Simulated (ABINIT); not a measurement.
## Run report: KZnF3, optical-spectrum calculation (part 2 of 2)

Continued. System: KZnF3 (5 atoms in the cell). Method: Kohn-Sham DFT of a periodic cell, LDA, PseudoDojo NC SR LDA v0.4.1 standard, no spin polarisation (ABINIT 10.8.3); cutoff 979.61 eV, 8×8×8 k-mesh, fixed occupations. The structure derives from an entry of the Crystallography Open Database.

Geometry of the input (Å; fractional positions):
```
4.0500  0.0000  0.0000
0.0000  4.0500  0.0000
0.0000  0.0000  4.0500
Zn 0.5000  0.5000  0.5000
K  0.0000  0.0000  0.0000
F  0.5000  0.0000  0.5000
F  0.0000  0.5000  0.5000
F  0.5000  0.5000  0.0000
```

Output, continued:
```
--- !ResultsGS
iteration_state: {dtset: 1, }
comment   : Summary of ground state results
lattice_vectors:
- [  7.6533908,   0.0000000,   0.0000000, ]
- [  0.0000000,   7.6533908,   0.0000000, ]
- [  0.0000000,   0.0000000,   7.6533908, ]
lattice_lengths: [   7.65339,    7.65339,    7.65339, ]
lattice_angles: [ 90.000,  90.000,  90.000, ] # degrees, (23, 13, 12)
lattice_volume:   4.4829270E+02
convergence: {deltae: -1.154E-11, res2:  7.605E-14, residm:  9.598E-17, diffor: null, }
etotal    :  -3.12792366E+02
entropy   :   0.00000000E+00
fermie    :   5.48079959E-02
cartesian_stress_tensor: # hartree/bohr^3
- [  2.49264691E-04,   0.00000000E+00,   0.00000000E+00, ]
- [  0.00000000E+00,   2.49264691E-04,   0.00000000E+00, ]
- [  0.00000000E+00,   0.00000000E+00,   2.49264691E-04, ]
pressure_GPa:  -7.3336E+00
xred      :
- [  5.0000E-01,   5.0000E-01,   5.0000E-01, Zn]
- [  0.0000E+00,   0.0000E+00,   0.0000E+00,  K]
- [  5.0000E-01,   0.0000E+00,   5.0000E-01,  F]
- [  0.0000E+00,   5.0000E-01,   5.0000E-01,  F]
- [  5.0000E-01,   5.0000E-01,   0.0000E+00,  F]
cartesian_forces: # hartree/bohr
- [ -0.00000000E+00,  -0.00000000E+00,  -0.00000000E+00, ]
- [ -0.00000000E+00,  -0.00000000E+00,  -0.00000000E+00, ]
- [ -0.00000000E+00,  -0.00000000E+00,  -0.00000000E+00, ]
- [ -0.00000000E+00,  -0.00000000E+00,  -0.00000000E+00, ]
- [ -0.00000000E+00,  -0.00000000E+00,  -0.00000000E+00, ]
force_length_stats: {min:   0.00000000E+00, max:   0.00000000E+00, mean:   0.00000000E+00, }
...

 Integrated electronic density in atomic spheres:
 ------------------------------------------------
 Atom  Sphere_radius  Integrated_density
    1        2.00000         18.08216180
    2        2.00000          6.91962525
    3        2.00000          7.03593111
    4        2.00000          7.03593111
    5        2.00000          7.03593111
================================================================================

 ----iterations are completed or convergence reached----

 Mean square residual over all n,k,spin=   19.240E-19; max=  95.977E-18
 reduced coordinates (array xred) for    5 atoms
       0.500000000000      0.500000000000      0.500000000000
       0.000000000000      0.000000000000      0.000000000000
       0.500000000000      0.000000000000      0.500000000000
       0.000000000000      0.500000000000      0.500000000000
       0.500000000000      0.500000000000      0.000000000000
 rms dE/dt=  0.0000E+00; max dE/dt=  0.0000E+00; dE/dt below (all hartree)
    1       0.000000000000      0.000000000000      0.000000000000
    2       0.000000000000      0.000000000000      0.000000000000
    3       0.000000000000      0.000000000000      0.000000000000
    4       0.000000000000      0.000000000000      0.000000000000
    5       0.000000000000      0.000000000000      0.000000000000

 cartesian coordinates (angstrom) at end:
    1      2.02500000000000     2.02500000000000     2.02500000000000
    2      0.00000000000000     0.00000000000000     0.00000000000000
    3      2.02500000000000     0.00000000000000     2.02500000000000
    4      0.00000000000000     2.02500000000000     2.02500000000000
    5      2.02500000000000     2.02500000000000     0.00000000000000

 cartesian forces (hartree/bohr) at end:
    1     -0.00000000000000    -0.00000000000000    -0.00000000000000
    2     -0.00000000000000    -0.00000000000000    -0.00000000000000
    3     -0.00000000000000    -0.00000000000000    -0.00000000000000
    4     -0.00000000000000    -0.00000000000000    -0.00000000000000
    5     -0.00000000000000    -0.00000000000000    -0.00000000000000
 frms,max,avg= 0.0000000E+00 0.0000000E+00   0.000E+00  0.000E+00  0.000E+00 h/b

 cartesian forces (eV/Angstrom) at end:
    1     -0.00000000000000    -0.00000000000000    -0.00000000000000
    2     -0.00000000000000    -0.00000000000000    -0.00000000000000
    3     -0.00000000000000    -0.00000000000000    -0.00000000000000
    4     -0.00000000000000    -0.00000000000000    -0.00000000000000
    5     -0.00000000000000    -0.00000000000000    -0.00000000000000
 frms,max,avg= 0.0000000E+00 0.0000000E+00   0.000E+00  0.000E+00  0.000E+00 e/A
 length scales=  1.889726125908  1.889726125908  1.889726125908 bohr
              =  1.000000000000  1.000000000000  1.000000000000 angstroms
 Fermi (or HOMO) energy (hartree) =   0.05481   Average Vxc (hartree)=  -0.39668
 Eigenvalues (hartree) for nkpt=  20  k points:
 kpt#   1, nband= 25, wtk=  0.01563, kpt=  0.0625  0.0625  0.0625 (reduced coord)
  -4.41029   -2.74293   -2.74293   -2.74293   -0.91353   -0.71382   -0.69011   -0.69011
  -0.31438   -0.31438   -0.31388   -0.09561   -0.09561   -0.09491   -0.07347   -0.07347
  -0.07260   -0.05396   -0.05396   -0.01216   -0.01216   -0.01106   -0.00876   -0.00286
  -0.00286
 prteigrs : prtvol=0 or 1, do not print more k-points.

--- !EnergyTerms
iteration_state     : {dtset: 1, }
comment             : Components of total free energy in Hartree
kinetic             :  1.51372528127370E+02
hartree             :  1.22547630857830E+02
xc                  : -4.46668927803131E+01
Ewald energy        : -1.66106594764078E+02
psp_core            :  5.55274863810579E+00
local_psp           : -3.29277128282725E+02
non_local_psp       : -5.22146580310329E+01
total_energy        : -3.12792366234844E+02
total_energy_eV     : -8.51151389241069E+03
band_energy         : -3.45539171404515E+01
...

 Cartesian components of stress tensor (hartree/bohr^3)
  sigma(1 1)=  2.49264691E-04  sigma(3 2)=  0.00000000E+00
  sigma(2 2)=  2.49264691E-04  sigma(3 1)=  0.00000000E+00
  sigma(3 3)=  2.49264691E-04  sigma(2 1)=  0.00000000E+00

-Cartesian components of stress tensor (GPa)         [Pressure= -7.3336E+00 GPa]
- sigma(1 1)=  7.33362040E+00  sigma(3 2)=  0.00000000E+00
- sigma(2 2)=  7.33362040E+00  sigma(3 1)=  0.00000000E+00
- sigma(3 3)=  7.33362040E+00  sigma(2 1)=  0.00000000E+00

================================================================================
== DATASET  2 ==================================================================

--- !DatasetInfo
iteration_state: {dtset: 2, }
dimensions: {natom: 5, nkpt: 20, mband: 41, nsppol: 1, nspinor: 1, nspden: 1, mpw: 4665, }
cutoff_energies: {ecut:  36.0, pawecutdg:  -1.0, }
electrons: {nelect:   5.00000000E+01, charge:   0.00000000E+00, occopt:   1.00000000E+00, tsmear:   1.00000000E-02, }
meta: {optdriver: 0, ionmov: 0, optcell: 0, iscf: -2, paral_kgb: 0, }
...

 mkfilename : getden/=0, take file _DEN from output of DATASET   1.

 Exchange-correlation functional for the present dataset will be:
  LDA: Perdew-Wang 92 LSD fit to Ceperley-Alder data - ixc=7
  J.P.Perdew and Y.Wang, PRB 45, 13244 (1992)

 Real(R)+Recip(G) space primitive vectors, cartesian coordinates (Bohr,Bohr^-1):
 R(1)=  7.6533908  0.0000000  0.0000000  G(1)=  0.1306610  0.0000000  0.0000000
 R(2)=  0.0000000  7.6533908  0.0000000  G(2)=  0.0000000  0.1306610  0.0000000
 R(3)=  0.0000000  0.0000000  7.6533908  G(3)=  0.0000000  0.0000000  0.1306610
 Unit cell volume ucvol=  4.4829270E+02 bohr^3
 Angles (23,13,12)=  9.00000000E+01  9.00000000E+01  9.00000000E+01 degrees

 getcut: wavevector=  0.0000  0.0000  0.0000  ngfft=  45  45  45
         ecut(hartree)=     36.000   => boxcut(ratio)=   2.12854
--------------------------------------------------------------------------------

================================================================================
 Non-SCF case, kpt    1 (  0.06250  0.06250  0.06250), residuals and eigenvalues=
  3.76E-13  1.33E-13  1.59E-13  1.44E-13  9.92E-13  5.48E-13  4.26E-13  3.41E-13
  3.94E-13  3.56E-13  9.37E-13  4.14E-13  2.36E-13  9.11E-13  3.59E-13  4.78E-13
  4.09E-13  5.38E-13  8.43E-13  5.63E-13  2.15E-13  1.86E-13  2.42E-13  3.41E-13
  4.74E-13  5.43E-13  8.17E-13  4.94E-13  4.84E-13  2.70E-13  4.59E-13  2.37E-13
  8.17E-13  8.98E-13  6.10E-13  7.12E-13  9.54E-13  9.41E-13  5.62E-12  4.60E-12
  1.24E-05
 -4.4103E+00 -2.7429E+00 -2.7429E+00 -2.7429E+00 -9.1353E-01 -7.1382E-01
 -6.9011E-01 -6.9011E-01 -3.1438E-01 -3.1438E-01 -3.1388E-01 -9.5609E-02
 -9.5609E-02 -9.4907E-02 -7.3471E-02 -7.3471E-02 -7.2599E-02 -5.3957E-02
 -5.3957E-02 -1.2161E-02 -1.2161E-02 -1.1056E-02 -8.7589E-03 -2.8561E-03
 -2.8561E-03  2.0394E-01  3.7908E-01  3.7908E-01  3.9977E-01  4.6421E-01
  4.6442E-01  4.6442E-01  5.6877E-01  5.6877E-01  5.7867E-01  7.2947E-01
  7.5610E-01  7.5610E-01  7.8376E-01  7.8376E-01  8.6106E-01
 prteigrs : prtvol=0 or 1, do not print more k-points.

--- !ResultsGS
iteration_state: {dtset: 2, }
comment   : Summary of ground state results
lattice_vectors:
- [  7.6533908,   0.0000000,   0.0000000, ]
- [  0.0000000,   7.6533908,   0.0000000, ]
- [  0.0000000,   0.0000000,   7.6533908, ]
lattice_lengths: [   7.65339,    7.65339,    7.65339, ]
lattice_angles: [ 90.000,  90.000,  90.000, ] # degrees, (23, 13, 12)
lattice_volume:   4.4829270E+02
convergence: {deltae:  0.000E+00, res2:  0.000E+00, residm:  9.989E-13, diffor:  0.000E+00, }
etotal    :  -3.12792366E+02
entropy   :   0.00000000E+00
fermie    :   5.48079959E-02
cartesian_stress_tensor: null
pressure_GPa: null
xred      :
- [  5.0000E-01,   5.0000E-01,   5.0000E-01, Zn]
- [  0.0000E+00,   0.0000E+00,   0.0000E+00,  K]
- [  5.0000E-01,   0.0000E+00,   5.0000E-01,  F]
- [  0.0000E+00,   5.0000E-01,   5.0000E-01,  F]
- [  5.0000E-01,   5.0000E-01,   0.0000E+00,  F]
cartesian_forces: null
force_length_stats: {min: null, max: null, mean: null, }
...

 Integrated electronic density in atomic spheres:
 ------------------------------------------------
 Atom  Sphere_radius  Integrated_density
    1        2.00000         18.08216180
    2        2.00000          6.91962525
    3        2.00000          7.03593111
    4        2.00000          7.03593111
    5        2.00000          7.03593111
================================================================================

 ----iterations are completed or convergence reached----

 Mean square residual over all n,k,spin=   51.011E-14; max=  99.888E-14
 reduced coordinates (array xred) for    5 atoms
       0.500000000000      0.500000000000      0.500000000000
       0.000000000000      0.000000000000      0.000000000000
       0.500000000000      0.000000000000      0.500000000000
       0.000000000000      0.500000000000      0.500000000000
       0.500000000000      0.500000000000      0.000000000000

 cartesian coordinates (angstrom) at end:
    1      2.02500000000000     2.02500000000000     2.02500000000000
    2      0.00000000000000     0.00000000000000     0.00000000000000
    3      2.02500000000000     0.00000000000000     2.02500000000000
    4      0.00000000000000     2.02500000000000     2.02500000000000
    5      2.02500000000000     2.02500000000000     0.00000000000000
 length scales=  1.889726125908  1.889726125908  1.889726125908 bohr
              =  1.000000000000  1.000000000000  1.000000000000 angstroms
 Eigenvalues (hartree) for nkpt=  20  k points:
 kpt#   1, nband= 41, wtk=  0.01563, kpt=  0.0625  0.0625  0.0625 (reduced coord)
  -4.41029   -2.74293   -2.74293   -2.74293   -0.91353   -0.71382   -0.69011   -0.69011
  -0.31438   -0.31438   -0.31388   -0.09561   -0.09561   -0.09491   -0.07347   -0.07347
  -0.07260   -0.05396   -0.05396   -0.01216   -0.01216   -0.01106   -0.00876   -0.00286
  -0.00286    0.20394    0.37908    0.37908    0.39977    0.46421    0.46442    0.46442
   0.56877    0.56877    0.57867    0.72947    0.75610    0.75610    0.78376    0.78376
   0.86106
 prteigrs : prtvol=0 or 1, do not print more k-points.

================================================================================
== DATASET  3 ==================================================================

--- !DatasetInfo
iteration_state: {dtset: 3, }
dimensions: {natom: 5, nkpt: 20, mband: 37, nsppol: 1, nspinor: 1, nspden: 1, mpw: 4665, }
cutoff_energies: {ecut:  36.0, pawecutdg:  -1.0, }
electrons: {nelect:   5.00000000E+01, charge:   0.00000000E+00, occopt:   1.00000000E+00, tsmear:   1.00000000E-02, }
meta: {optdriver: 8, wfk_task: 7, }
...

 mkfilename : getwfk/=0, take file _WFK from output of DATASET   2.

 Exchange-correlation functional for the present dataset will be:
  LDA: Perdew-Wang 92 LSD fit to Ceperley-Alder data - ixc=7
  J.P.Perdew and Y.Wang, PRB 45, 13244 (1992)

--------------------------------------------------------------------------------

 Computation of velocity matrix elements (DDK)

 Parameters extracted from the Abinit header:
    ecut:     36.0
    nkpt:    512
    mband:   41
    nsppol:  1
    nspinor: 1
    useylm:  0
    inclvkb: 2
    bmin: 1, bmax: 41
    Computing diagonal and off-diagonal matrix elements
    Between band index bmin: 1, bmax: 41

== END DATASET(S) ==============================================================
================================================================================

 -outvars: echo values of variables after computation  --------
            acell      1.8897261259E+00  1.8897261259E+00  1.8897261259E+00 Bohr
           etotal1    -3.1279236623E+02
           etotal3     0.0000000000E+00
            fcart1    -0.0000000000E+00 -0.0000000000E+00 -0.0000000000E+00
                      -0.0000000000E+00 -0.0000000000E+00 -0.0000000000E+00
                      -0.0000000000E+00 -0.0000000000E+00 -0.0000000000E+00
                      -0.0000000000E+00 -0.0000000000E+00 -0.0000000000E+00
                      -0.0000000000E+00 -0.0000000000E+00 -0.0000000000E+00
            fcart3     0.0000000000E+00  0.0000000000E+00  0.0000000000E+00
                       0.0000000000E+00  0.0000000000E+00  0.0000000000E+00
                       0.0000000000E+00  0.0000000000E+00  0.0000000000E+00
                       0.0000000000E+00  0.0000000000E+00  0.0000000000E+00
                       0.0000000000E+00  0.0000000000E+00  0.0000000000E+00
            rprim      4.0500000000E+00  0.0000000000E+00  0.0000000000E+00
                       0.0000000000E+00  4.0500000000E+00  0.0000000000E+00
                       0.0000000000E+00  0.0000000000E+00  4.0500000000E+00
           strten1     2.4926469085E-04  2.4926469085E-04  2.4926469085E-04
                       0.0000000000E+00  0.0000000000E+00  0.0000000000E+00
           strten3     0.0000000000E+00  0.0000000000E+00  0.0000000000E+00
                       0.0000000000E+00  0.0000000000E+00  0.0000000000E+00
           xangst      2.0250000000E+00  2.0250000000E+00  2.0250000000E+00
                       0.0000000000E+00  0.0000000000E+00  0.0000000000E+00
                       2.0250000000E+00  0.0000000000E+00  2.0250000000E+00
                       0.0000000000E+00  2.0250000000E+00  2.0250000000E+00
                       2.0250000000E+00  2.0250000000E+00  0.0000000000E+00
             xred      5.0000000000E-01  5.0000000000E-01  5.0000000000E-01
                       0.0000000000E+00  0.0000000000E+00  0.0000000000E+00
                       5.0000000000E-01  0.0000000000E+00  5.0000000000E-01
                       0.0000000000E+00  5.0000000000E-01  5.0000000000E-01
                       5.0000000000E-01  5.0000000000E-01  0.0000000000E+00
 Calculation completed.
```

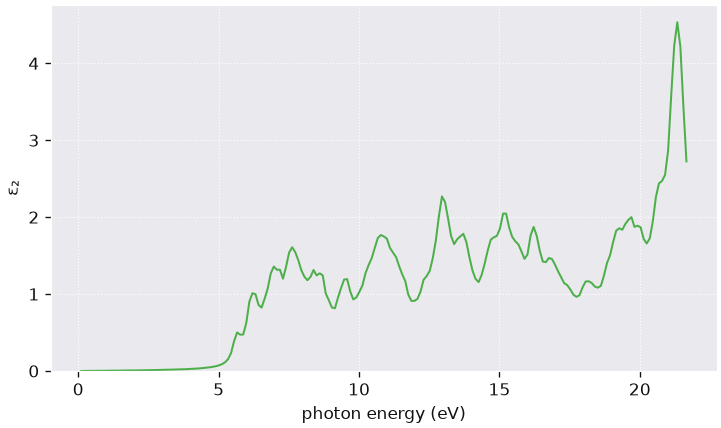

Fig. 1: Imaginary part of the dielectric function (first component that the program prints). The highest peak, 4.5, lies at 21.33 eV.

Results in brief:

```tsv
quantity	value
outcome	converged
space group (tolerance 0.01 Å)	Pm-3m (221)
electrons treated	50
free energy	−8511.5139 eV
Fermi energy	1.491 eV
pressure	−7.33 GPa
largest force (length of the vector)	under 0.001 eV/Å
wall time	8.1 min
peak memory	1.7 GiB
```

Notes:

Points of doubt noted for this run: cutoff too low for stress. The cell is under a tension of 7.3 GPa at this level, so it is not at its equilibrium volume.
